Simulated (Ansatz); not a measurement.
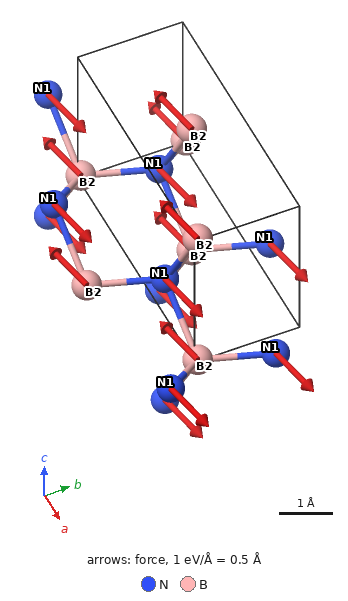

Starting geometry of crystalline BN (set up in Cm) with the computed forces as red arrows. Style: ball-and-stick. Shown: the conventional cell (2 times the calculation's cell), from a free direction. Lengths and directions refer to the drawn axes.

The run lets the atoms move in a fixed cell, from a rattled start.

Theory: Kohn-Sham DFT of a periodic cell, SVWN5, PseudoDojo standard in Ansatz 0.2.0.

Input file:
```yaml
crystal:
  lattice:
    - [0.0, 1.813001, 1.813001]
    - [1.813001, 0.0, 1.813001]
    - [1.813001, 1.813001, 0.0]
  atoms:
    - { symbol: "N", position: [0.27362, 0.250719, 0.18539] }
    - { symbol: B, position: [0.031916, -0.029678, -0.012221] }
hamiltonian:
  xc: { exchange: slater, correlation: vwn5 }
  pseudopotentials: { kind: nc, accuracy: standard }
kpoints:
  mp_grid: { grid: [10, 10, 10] }
scf:
  occupations: { method: cold, width: 0.025 }
output:
  forces: true
  stress: true
relax:
  f_tol: 0.01
  max_steps: 40
```

Launched with:
```bash
ansatz run input.yaml --threads 1 --pin off --max-ram 2560MiB --backend cpu --events-out ev --progress --plain --runs-dir out
```

**What follows when this structure is relaxed?**

It isn't relaxed: the largest force vector, on N atoms, is 2.49 eV/Å. The atoms end up moving mostly along the starting forces (cosine between the two patterns 0.99). The energy falls by 0.161 eV per cell of the calculation in 3 accepted moves (4 points after the start). The largest force component goes from 2.4 to under 0.0001 eV/Å. 1 step only repeated the SCF at the same geometry. The largest moves, 0.062 Å, are those of N1 and B2. B2 goes along [−3 0 −1]. By element the largest moves are B 0.062 Å, N 0.062 Å. The cell doesn't change. Among the contacts that change: N1–B2 1.681 → 1.570 Å, N1–B2 (another image) 1.510 → 1.570 Å, N1–B2 (another image) 1.592 → 1.570 Å. Bond angles that change, for instance: B2–N1–B2 116.2° → 109.5°, N1–B2–N1 116.2° → 109.5°, B2–N1–B2 103.1° → 109.5°. The space group (tolerance 0.01 Å) goes from Cm (No. 8) to F-43m (No. 216).
